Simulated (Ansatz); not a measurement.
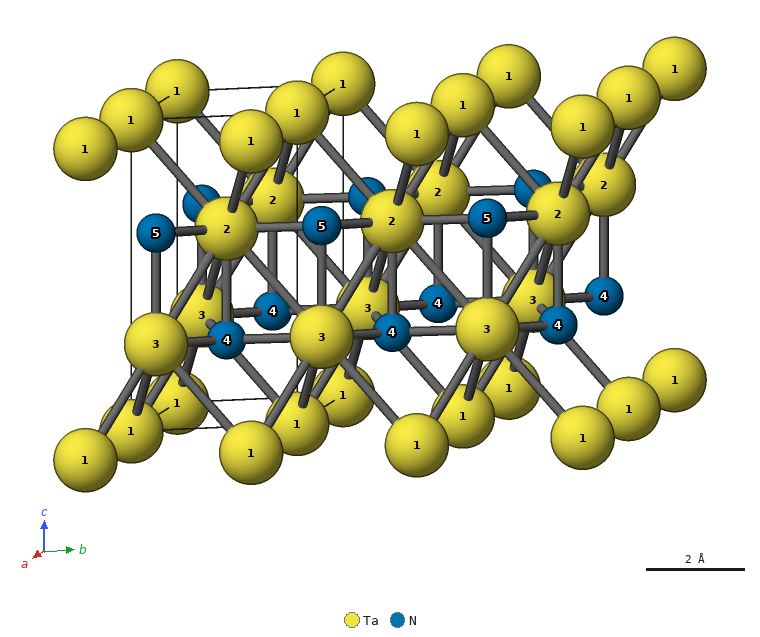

Figure 1. The structure as given in the input (ball-and-stick view of the cell of the calculation, repeated 2 × 3 × 1, seen slightly off an axis; atoms are numbered from 1 in the order of the input).

## Single-point calculation of Ta$_{3}$N$_{2}$

System: Ta$_{3}$N$_{2}$ (P-3m1, 5 atoms in the cell).
Method: DFT, r2SCAN, plane waves, PAW, no spin polarisation (Ansatz 0.2.0).

The structure was built on a prototype by a generator; it need not be a known phase. Figures and captions count atoms from 1; the log counts them from 0 in places.

### Input file
```yaml
crystal:
  lattice:
    - [3.5075369805, 0.0, 0.0]
    - [-1.7537684902, 3.0376161298, 0.0]
    - [0.0, 0.0, 6.4814140427]
  atoms:
    - { symbol: Ta, position: [0.0, 0.0, 0.0] }
    - { symbol: Ta, position: [0.3333333333, 0.6666666667, 0.6663732558] }
    - { symbol: Ta, position: [0.6666666667, 0.3333333333, 0.3336267442] }
    - { symbol: "N", position: [0.3333333333, 0.6666666667, 0.309223137] }
    - { symbol: "N", position: [0.6666666667, 0.3333333333, 0.690776863] }
basis:
  ecutwfc: 500
kpoints:
  mp_grid: { grid: [12, 12, 6] }
hamiltonian:
  xc: r2scan
scf:
  occupations: { method: cold, width: 0.15 }
output:
  forces: true
  eigenvalues: true
  stress: true
```

Launch command:
```bash
ansatz run input.yaml --threads 1 --pin off --max-ram 2560MiB --backend cpu --events-out ev --progress --plain --runs-dir out
```

### Log
```
Engine: ansatz 0.2.0, x86_64-unknown-linux-gnu
Pseudopotentials: kind: paw
Pseudopotential: Ta, paw, valence charge 13, recommended cutoff 500 eV (meta_gga), Ta.paw.azcp
Pseudopotential: N, paw, valence charge 5, recommended cutoff 500 eV (meta_gga), N.paw.azcp
Functional definition: r2SCAN
  parameter k0 = 0.174
  parameter k1 = 0.065
  parameter a1 = 4.9479
  exchange = r2scan_x(k0 = k0, k1 = k1, a1 = a1)
  correlation = r2scan_c
Crystal: 5 atoms, lattice volume = 69.057 Å³
Basis set: ecut = 500 eV, 1763 PW (Γ), exchange–correlation on 108×108×192 points (64 copies of the dense FFT grid, shifted against one another)
Bands: 30, of which v1, the nominal top of the filled ones, is band 25 counted from 1 (24 counted from 0)
Symmetry: 12 space group operations
Space group: P-3m1 (ITA 164), of the structure as read, at distance tolerance 4.1e-5 Å
k-points: 100 of 864
Non-local potential: Ta, projectors of the file, l = 0: 3, l = 1: 2, l = 2: 2, l = 3: 1
Non-local potential: N, projectors of the file, l = 0: 2, l = 1: 2, l = 2: 1
PAW form: soft (Blöchl's): semilocal exchange-correlation on the pseudo side does not see the compensation charge
PAW frozen core: Ta, regenerated for the run's functional (the file was generated under x = pbe(κ = 0.804, μ = 0.2195149727645171), c = pbe(β = 0.06672455060314922))
PAW frozen core: N, regenerated for the run's functional (the file was generated under x = pbe(κ = 0.804, μ = 0.2195149727645171), c = pbe(β = 0.06672455060314922))
PAW one-centre angular grid: Ta, 590 points (default); XC on 160 Gauss nodes
PAW one-centre angular grid: N, 302 points (default); XC on 160 Gauss nodes
Initial density: superposition of atomic densities (neutral atoms: chi_scale 0, normalization atom), corrected by the library's trained network
Initial wavefunctions: pseudopotential atomic-orbital guess
Functional: x = r2scan, c = r2scan; τ floored in thin density (d = 2e-4 eV/Å³)
SCF iter   1: F=—  HF=-30603.755590 eV  |F-HF|=—  |Δ(HF+E_count)|=         —  Δρ=1.52e-2  dr2=1.95e-1  dr2_τ=2.75e-1  ethr=1.77e-3  ⟨swp⟩=5.2  Hψ=12368  notcnv=0
preconditioner: auto → Kerker (q_TF=auto, 2.577 Å⁻¹)  [metal: Δε(μ)=0.004 eV  Ē_g=8.284 eV  σ=0.150 eV  W_gap=0.02  n_scr=22 (ndim 8)  ℏωp=22.3 eV  f_vac=0.000  D(μ)=3.05/eV (n_scr^D=22)]
SCF iter   2: F=—  HF=-30603.884088 eV  |F-HF|=—  |Δ(HF+E_count)|=   1.28e-1  S|Δr|=    0.00e0  Δρ=1.01e-2  dr2=4.13e-2  dr2_τ=5.30e-3  ethr=3.98e-4  ⟨swp⟩=2.6  Hψ=4938  notcnv=0  defer=28
SCF iter   3: F=—  HF=-30603.893844 eV  |F-HF|=—  |Δ(HF+E_count)|=   9.76e-3  S|Δr|=    0.00e0  Δρ=4.34e-3  dr2=9.29e-3  dr2_τ=1.75e-3  ethr=8.43e-5  ⟨swp⟩=2.0  Hψ=4116  notcnv=0  defer=28
SCF iter   4: F=—  HF=-30603.895738 eV  |F-HF|=—  |Δ(HF+E_count)|=   1.89e-3  S|Δr|=    0.00e0  Δρ=1.08e-3  dr2=8.21e-4  dr2_τ=2.15e-4  ethr=1.90e-5  ⟨swp⟩=2.0  Hψ=4146  notcnv=0  defer=28
SCF iter   5: F=—  HF=-30603.896038 eV  |F-HF|=—  |Δ(HF+E_count)|=   3.01e-4  S|Δr|=    0.00e0  Δρ=4.11e-4  dr2=8.16e-5  dr2_τ=4.42e-6  ethr=1.68e-6  ⟨swp⟩=2.0  Hψ=4195  notcnv=0  defer=28
SCF iter   6: F=—  HF=-30603.896109 eV  |F-HF|=—  |Δ(HF+E_count)|=   7.08e-5  S|Δr|=    0.00e0  Δρ=8.75e-5  dr2=5.89e-6  dr2_τ=3.46e-7  ethr=1.67e-7  ⟨swp⟩=2.3  Hψ=4654  notcnv=0  defer=53
SCF iter   7: F=—  HF=-30603.896112 eV  |F-HF|=—  |Δ(HF+E_count)|=   3.43e-6  S|Δr|=    0.00e0  Δρ=3.27e-5  dr2=7.96e-7  dr2_τ=4.80e-8  ethr=1.20e-8  ⟨swp⟩=2.0  Hψ=4226  notcnv=0  defer=56
SCF iter   8: F=-30603.896113 eV  HF=-30603.896113 eV  |F-HF|=1.38e-8  |Δ(HF+E_count)|=   3.28e-7  S|Δr|=    0.00e0  Δρ=6.77e-6  dr2=4.28e-8  dr2_τ=5.69e-10  ethr=2.04e-10  ⟨swp⟩=6.5  Hψ=13836  notcnv=0
SCF 1 converged in 8 iterations: F = -30603.896113 eV  dr2 = 4.28e-8
  greatest PAW one-centre occupation: 0.998 electrons in one spin orbital (limit 2), on the Ta atom at site 2 (counted from 0), in its partial waves of l = 0
```

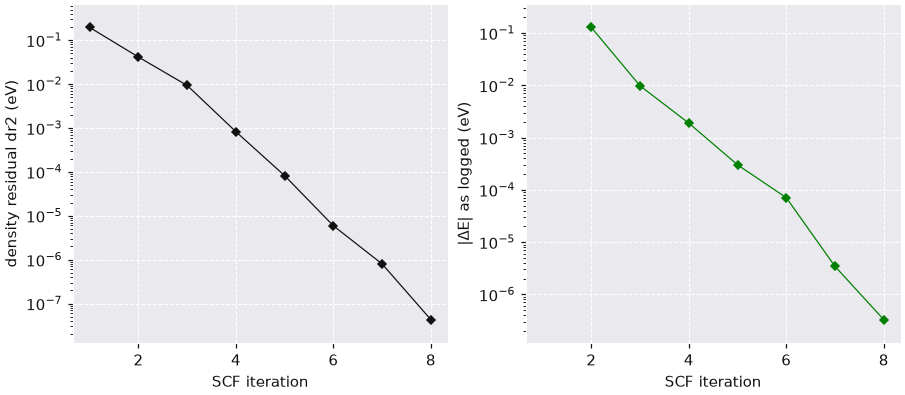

Figure 2. Convergence of the self-consistent field: density residual dr2 and size of the energy change against the SCF iteration. The residual falls at every step.

```
SCF converged after 8 iterations
Stability not checked: this state was not tested for a lower state beside it, because cold or Methfessel-Paxton smearing, or corrected tetrahedra, fill the levels in a way that the test cannot read (fill_not_monotonic; see scf.lower_state_search)
Free energy (F): -30603.896113 eV
Harris-Foulkes:  -30603.896113 eV  (|F-HF|=1.38e-8)
Internal energy: -30603.895323 eV  (E = F + TS)
E sigma→0 (E₀):  -30603.895849 eV
Entropy (-TS):   -0.000790 eV (-0.158 meV/atom)
Fermi energy:    17.548651 eV
--- Per-component energies (eV) ---
  E_band       = -370.896522
  E_kinetic    = 1365.497716
  E_local      = -2205.835447  (includes V_loc(G=0)·N_el)
  E_nonlocal   = 136.884448
  E_hartree    = 762.810167
  E_xc         = -732.405288
  E_vxc        = -835.222017  (∫ρ·V_xc dr)
  E_paw        = -25527.298231  (= ΣΔE_a)
  E_vpaw       = -401.353680  (= ΣTr[D̂ρ^β])
  E_aug_tail   = 0.000293  (compensation charges beyond the density's cutoff)
  E_vtau       = 43.513777  (kinetic-family band-sum trace: ∫τ·v_τ [+ j·A + Jᵃ·Aᵃ] dr)
  E_ewald      = -4401.221010
  E_core_change = -2.327970  (= ΣΔE_core)
  E_smearing   = -0.000790  (= −TS)
  E_closure    = 0.000000  (closes the sum)
  Σ components = -30603.896113   (vs F -30603.896113, Δ=0.00e0)
--- Forces (eV/Å), atoms counted from 1 ---
  atom   1  Ta    -0.00000000     0.00000000     0.00000000
  atom   2  Ta     0.00000000     0.00000000     0.00893640
  atom   3  Ta    -0.00000000    -0.00000000    -0.00893640
  atom   4  N     -0.00000000     0.00000000     0.00447579
  atom   5  N     -0.00000000    -0.00000000    -0.00447579
  max |Σ_I F_I| component: 7.40e-17 eV/Å
--- Stress (GPa, compression-positive) ---
       -0.001508       0.000000      -0.000000
        0.000000      -0.001508       0.000000
       -0.000000       0.000000       0.009599
  P = ⅓ Tr σ = 0.0022 GPa (0.022 kbar)
--- Band table (eV; the first three rows and the last of 100) ---
  k-point 0: bands = ["-52.8403", "-52.5289", "-52.4749", "-18.8073", "-18.6796", "-18.6412", "-18.6412", "-18.5611", "-18.5611", "-18.3659", "-18.3659", "-18.0372", "-0.4410", "0.1597", "10.4899", "10.4899", "10.5941", "10.5941", "10.5964", "12.1984", "13.4281", "15.8124", "15.8124", "16.2270", "19.1771", "19.1771", "19.8541", "19.8541", "20.0227", "20.0227"]
  k-point 1: bands = ["-52.8401", "-52.5301", "-52.4739", "-18.8695", "-18.6533", "-18.6533", "-18.5899", "-18.5419", "-18.5419", "-18.3730", "-18.3730", "-18.0653", "-0.4116", "0.1391", "10.3846", "10.4378", "10.4378", "10.6505", "10.6505", "12.0573", "14.0097", "15.9303", "15.9303", "16.3407", "18.8710", "18.8710", "19.1137", "19.1137", "19.6301", "20.1443"]
  k-point 2: bands = ["-52.8398", "-52.5324", "-52.4719", "-18.9339", "-18.6699", "-18.6699", "-18.5072", "-18.5072", "-18.4500", "-18.3912", "-18.3912", "-18.1421", "-0.3440", "0.0893", "10.0344", "10.3784", "10.3784", "10.7189", "10.7189", "11.9342", "15.0746", "16.2437", "16.2437", "16.7115", "17.9945", "17.9945", "18.7797", "18.9752", "18.9806", "18.9806"]
  k-point 99: bands = ["-52.8283", "-52.4936", "-52.4936", "-18.9822", "-18.9822", "-18.9502", "-18.6033", "-18.6033", "-18.5096", "-18.4301", "-18.2708", "-18.2708", "1.1090", "1.1090", "10.4689", "10.4689", "11.4664", "11.4664", "11.9885", "12.4010", "14.8396", "15.6232", "15.6232", "15.9460", "15.9510", "18.9687", "18.9687", "19.3664", "20.8874", "20.9912"]
```

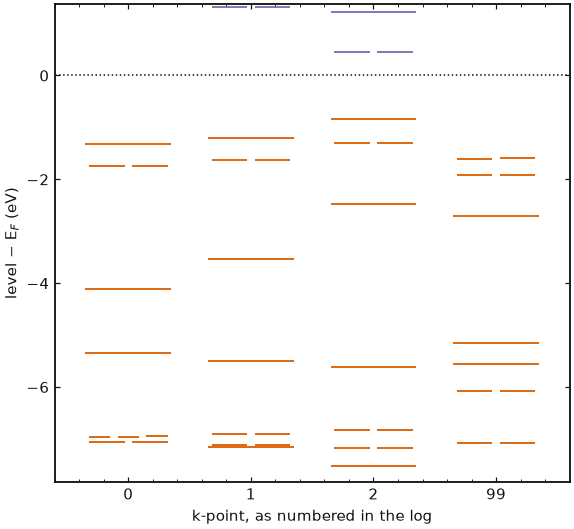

Figure 3. Kohn–Sham levels near the Fermi level (dotted) at the few k-points that the log prints; levels within 0.02 eV of each other stand side by side. The system is metallic on the full mesh.

### Results in brief

```json
{"quantity": "outcome", "value": "converged"}
{"quantity": "space group (tolerance 0.01 Å)", "value": "P-3m1 (164)"}
{"quantity": "electrons treated", "value": "49"}
{"quantity": "free energy", "value": "−30603.8961 eV"}
{"quantity": "Fermi energy", "value": "17.549 eV"}
{"quantity": "gap on the k-point mesh", "value": "none (metallic)"}
{"quantity": "pressure", "value": "0.00 GPa"}
{"quantity": "largest force (length of the vector)", "value": "0.009 eV/Å"}
{"quantity": "hardware", "value": "1 thread of Intel Xeon (Granite Rapids), 192 GiB of memory available, shared host"}
{"quantity": "wall time", "value": "11 s"}
{"quantity": "peak memory", "value": "0.64 GiB"}
```

Settings chosen away from the usual ones: scf.occupations.method set to cold (from gaussian); scf.occupations.width set to 0.15 (from 0.1). Spin–orbit coupling is left out, which matters for Ta. The cell holds an odd number of electrons but the run has no spin polarisation, so it comes out as a metal.
